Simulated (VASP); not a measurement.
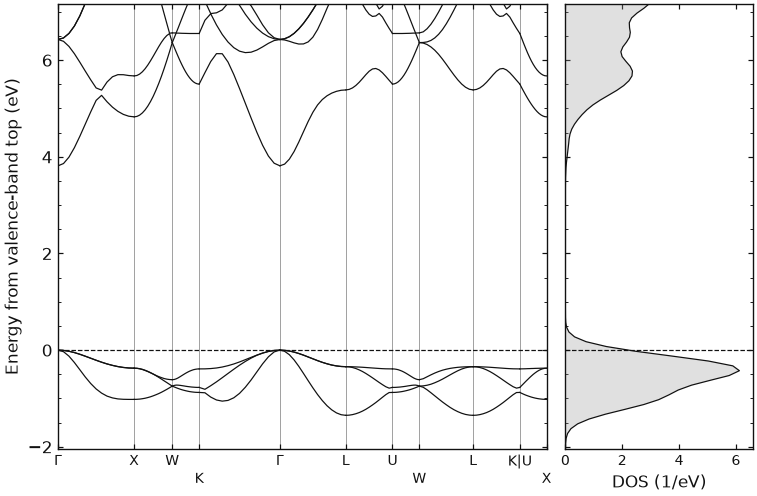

Band structure and density of states. Energies are counted from the top of the valence band. The DOS curve is built from the levels of the k mesh with Gaussians 0.55 eV wide, which also blur the band edges; ripples of that width can come from the mesh.

The VASP input:

POSCAR:
```
KI
1.0
    0.0000000000      3.5327750000      3.5327750000
    3.5327750000      0.0000000000      3.5327750000
    3.5327750000      3.5327750000      0.0000000000
I K
1 1
Direct
    0.5000000000      0.5000000000      0.5000000000
    0.0000000000      0.0000000000      0.0000000000
```

INCAR.step1:
```
  PREC = Accurate
  ENCUT = 520
  EDIFF = 1E-7
  ISMEAR = 0
  SIGMA = 0.02
  LREAL = F
  LASPH = T
  NELM = 100
  ALGO = Fast
  ISIF = 2
  LWAVE = F
  LCHARG = T
  GGA = PS
  NBANDS = 15
```

KPOINTS.step1:
```
Automatic mesh
0
Gamma
  8 8 8
```

INCAR.step2:
```
  PREC = Accurate
  ENCUT = 520
  EDIFF = 1E-7
  ISMEAR = 0
  SIGMA = 0.05
  LREAL = F
  LASPH = T
  NELM = 100
  ALGO = Fast
  ISIF = 2
  LWAVE = F
  LCHARG = F
  GGA = PS
  NBANDS = 15
  ICHARG = 11
```

KPOINTS.step2:
```
path GXWKGLUWLK,UX
15
line-mode
reciprocal
 0.0000000000  0.0000000000  0.0000000000  G
 0.5000000000  0.0000000000  0.5000000000  X

 0.5000000000  0.0000000000  0.5000000000  X
 0.5000000000  0.2500000000  0.7500000000  W

 0.5000000000  0.2500000000  0.7500000000  W
 0.3750000000  0.3750000000  0.7500000000  K

 0.3750000000  0.3750000000  0.7500000000  K
 0.0000000000  0.0000000000  0.0000000000  G

 0.0000000000  0.0000000000  0.0000000000  G
 0.5000000000  0.5000000000  0.5000000000  L

 0.5000000000  0.5000000000  0.5000000000  L
 0.6250000000  0.2500000000  0.6250000000  U

 0.6250000000  0.2500000000  0.6250000000  U
 0.5000000000  0.2500000000  0.7500000000  W

 0.5000000000  0.2500000000  0.7500000000  W
 0.5000000000  0.5000000000  0.5000000000  L

 0.5000000000  0.5000000000  0.5000000000  L
 0.3750000000  0.3750000000  0.7500000000  K

 0.6250000000  0.2500000000  0.6250000000  U
 0.5000000000  0.0000000000  0.5000000000  X
```

System: rocksalt KI, space group Fm-3m, 2 atoms in the primitive cell.

VASP 6.6.1; PBEsol, VASP PAW PBE potentials, release 64 (I, K_sv), no spin polarisation, no spin-orbit coupling, 8×8×8 k mesh, 520 eV cutoff.

Question: What does the band structure say about the gap?

Answer: The bands leave a gap. The gap along this path is 3.81 eV and direct: both edges lie at Γ.

Question: How much do the top valence band and the lowest conduction band disperse along the path?

Answer: The top valence band spans 0.6 eV and the lowest conduction band 2.6 eV.

Question: How many bands meet at the valence-band top?

Answer: Three bands meet at the valence-band top at Γ: it is triply degenerate (spin aside).

Question: What are the direct gaps at W, U and K?

Answer: The direct gaps are 6.98 eV at W, 5.89 eV at U and 5.89 eV at K.

The PAW data sets were made with another functional. Spin-orbit coupling is left out, which matters for I. LDA, GGA and most meta-GGA functionals understate gaps.
